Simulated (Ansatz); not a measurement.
Here is a crystal structure:

```
Be
1.0
     5.35231    0.00000    0.00000
     0.00000    5.24581    0.00000
    -0.06420    0.00000    2.28060
Be
8
Direct
  0.29741 0.00000 0.00000
  0.70259 0.00000 0.00000
  0.50000 0.70259 0.50000
  0.50000 0.29741 0.50000
  0.79741 0.50000 0.00000
  0.20259 0.50000 0.00000
  0.00000 0.20259 0.50000
  0.00000 0.79741 0.50000
```

Before looking at a picture, describe the arrangement of atoms.

The element is beryllium. The lattice is base-centred monoclinic and the space group C2/m (No. 12). The cell holds eight atoms. Each Be atom has eleven Be at 2.13 to 2.28 Å around it. The bonds build a three-dimensional framework.

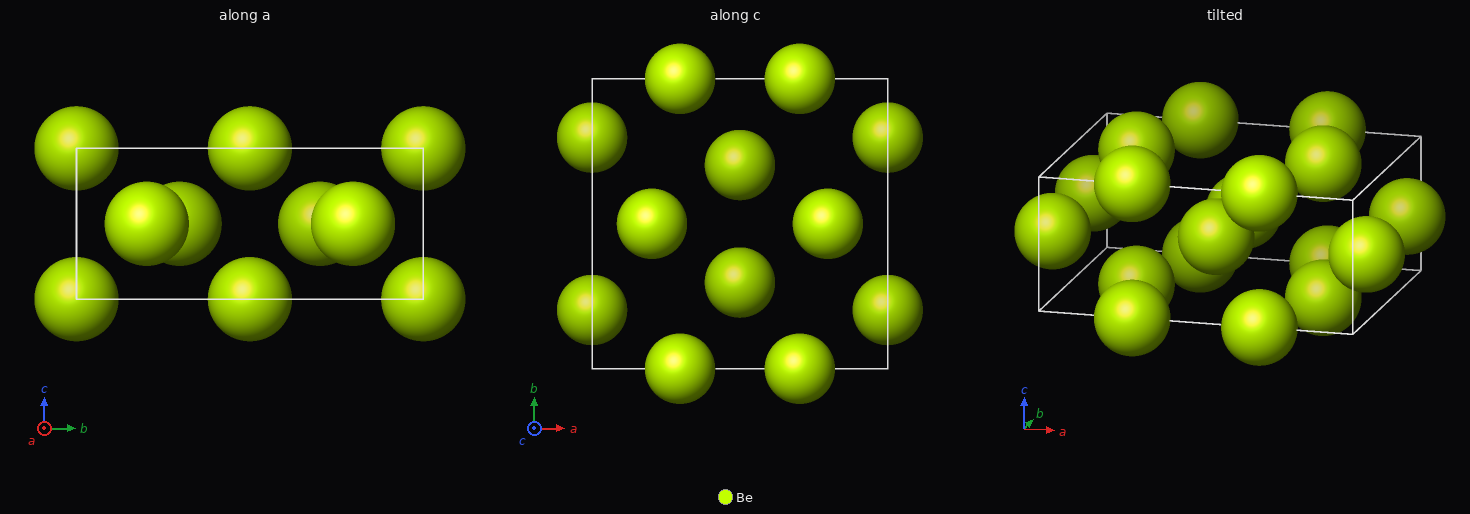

Drawn in the spheres-only manner and seen along the a axis, along the c axis and slightly off an axis. The outline marks the conventional unit cell.

The cell started as a structure listed in the Materials Project. The cell was then strained or its atoms displaced on purpose. Ansatz was used for an electronic-structure calculation on it.
